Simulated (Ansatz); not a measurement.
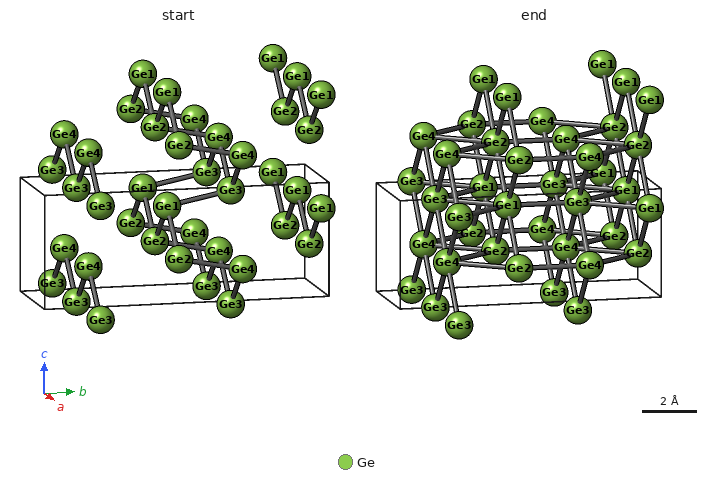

The structure of solid Ge (a generated structure, set up in Cmce) (coarse preliminary run) before (left) and after (right) a relaxation, at one scale.

Style: ball-and-stick. Shown: the conventional cell (2 times the calculation's cell), repeated 2 × 1 × 2 with one cell outlined, slightly off an axis. Lengths and directions refer to the drawn axes.

Case: As → Ge on all its sites, cell and atoms relaxed.

All numbers below come from Ansatz, DFT PBEsol, scalar-relativistic, plane waves, PAW.

Input file:
```yaml
crystal:
  lattice:
    - [1.8736515591, -5.4642347147, 0.0]
    - [1.8736515591, 5.4642347147, 0.0]
    - [0.0, 0.0, 4.3220870608]
  atoms:
    - { symbol: Ge, position: [0.111888215, 0.888111785, 0.9439421198] }
    - { symbol: Ge, position: [0.611888215, 0.388111785, 0.5560578802] }
    - { symbol: Ge, position: [0.888111785, 0.111888215, 0.0560578802] }
    - { symbol: Ge, position: [0.388111785, 0.611888215, 0.4439421198] }
basis:
  ecutwfc: 420
kpoints:
  mp_grid: { grid: [6, 6, 6] }
hamiltonian:
  xc: pbesol
scf:
  occupations: { method: gaussian, width: 0.1 }
output:
  forces: true
  stress: true
  eigenvalues: true
relax:
  adjacent_minimum: "off"
  f_tol: 0.05
  max_steps: 60
  cell: { stress_tol: 0.5 }
```

Run as
```bash
ansatz run input.yaml --threads 1 --pin off --max-ram 2560MiB --backend cpu --events-out ev --progress --plain --runs-dir out
```

### Describe what moved and what it gained.

The largest moves relative to the cell, 0.33 Å, are those of Ge1, Ge2, Ge3 and Ge4. Ge4 goes along [0 1 2]. Cell: a 3.747 → 3.674 Å (−2.0 %), b 10.928 → 10.038 Å (−8.1 %), c 4.322 → 4.110 Å (−4.9 %). Volume −14.4 %. Near-neighbour distances that change, for instance: Ge1–Ge3 3.586 → 2.948 Å, Ge1–Ge2 3.242 → 2.756 Å, Ge1–Ge2 (another image) 2.514 → 2.756 Å, Ge1–Ge3 (another image) 2.493 → 2.713 Å. Among the angles between lasting bonds that change: Ge2–Ge1–Ge2 96.4° → 83.6°, Ge2–Ge1–Ge3 97.4° → 90.0°. The space group (tolerance 0.01 Å) goes from Cmce (No. 64) to Fmmm (No. 69). The energy falls by 0.791 eV per cell of the calculation in 5 accepted moves (7 points after the start). Largest force component: 0.49 eV/Å at the start, 0.02 eV/Å at the end. The pressure goes from −2.00 to 0.08 GPa. The line search rejected the trial step at point 3 of the run. The SCF was repeated once at an unchanged geometry on a basis and grid sized afresh for the cell, which shifted the energy by 2.5 meV per cell of the calculation at most. Cost: 31 s on 1 thread of Intel(R) Xeon(R) 6975P-C (Granite Rapids), with other jobs on the host, peak memory 0.46 GiB.
